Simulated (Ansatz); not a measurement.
The calculation's input:

```
crystal:
  lattice:
    - [-2.9776413715, 2.9776413715, 5.6223985695]
    - [2.9776413715, -2.9776413715, 5.6223985695]
    - [2.9776413715, 2.9776413715, -5.6223985695]
  atoms:
    - { symbol: Cd, position: [0.25, 0.75, 0.5] }
    - { symbol: Cd, position: [0.5, 0.5, 0.0] }
    - { symbol: Ge, position: [0.0, 0.0, 0.0] }
    - { symbol: Ge, position: [0.75, 0.25, 0.5] }
    - { symbol: As, position: [0.875, 0.3466310821, 0.9716310821] }
    - { symbol: As, position: [0.6533689179, 0.625, 0.5283689179] }
    - { symbol: As, position: [0.375, 0.9033689179, 0.0283689179] }
    - { symbol: As, position: [0.0966310821, 0.125, 0.4716310821] }
kpoints:
  mp_grid: { grid: [8, 8, 8] }
  band_path:
    path:
      - [0.0, 0.0, 0.0]
      - [0.0, 0.0, 0.5]
      - [0.25, 0.25, 0.25]
      - [0.0, 0.5, 0.0]
      - [0.5, 0.5, -0.5]
      - [0.320119939, 0.679880061, -0.320119939]
      - [-0.320119939, 0.320119939, 0.320119939]
      - [-0.1402398781, 0.1402398781, 0.5]
      - [0.5, 0.5, -0.1402398781]
    npoints: 1
hamiltonian:
  xc: r2scan
  dispersion: rvv10
scf:
  occupations: { method: fermi_dirac, width: 0.03 }
  n_extra_bands: 6
output:
  forces: true
  stress: true
  eigenvalues: true
  write_density: true
  write_potential: true
  elf: true
  volumetric_format: npy
```

Run with:

```sh
ansatz run input.yaml --threads 4 --pin off --max-ram 4608MiB --backend cpu --events-out ev --progress --plain --runs-dir out
```

Below, planes, directions and counts refer to the conventional cell (a = 5.96 Å, b = 5.96 Å, c = 11.24 Å, α = 90.00°, β = 90.00°, γ = 90.00°).

Space group I-42d; a structure from a database of computed crystals, not necessarily the ambient phase; started from the database structure prototype, which need not be the ambient phase.

All numbers below come from Ansatz 0.2.0, DFT, r2SCAN+rVV10, plane waves, PAW.

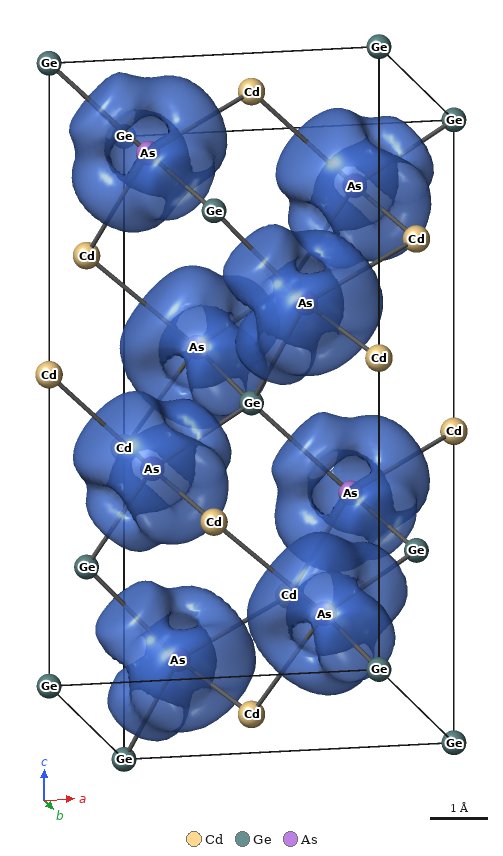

CdGeAs$_{2}$. Isosurface of the ELF at 0.6 (blue), seen at an oblique angle. Only the valence region is drawn (cores and ρ < 0.01 e/Å³ removed). Sticks mark near contacts.

In a PAW calculation such maps are meaningful between the atoms, not at the nuclei.

> Identify the bonds, lone pairs and shells in this picture.

The ELF exceeds this value in eight regions on As in which the atom's valence shell and bonds are merged, counted in one cell of 16 atoms. Regions shared between cells count once.

Values along the shortest contacts:
Ge–As (2.44 Å): the ELF peaks at about 0.80 between the atoms; a covalent bond. Cd–As (2.63 Å): the ELF is about 0.45 at the midpoint.
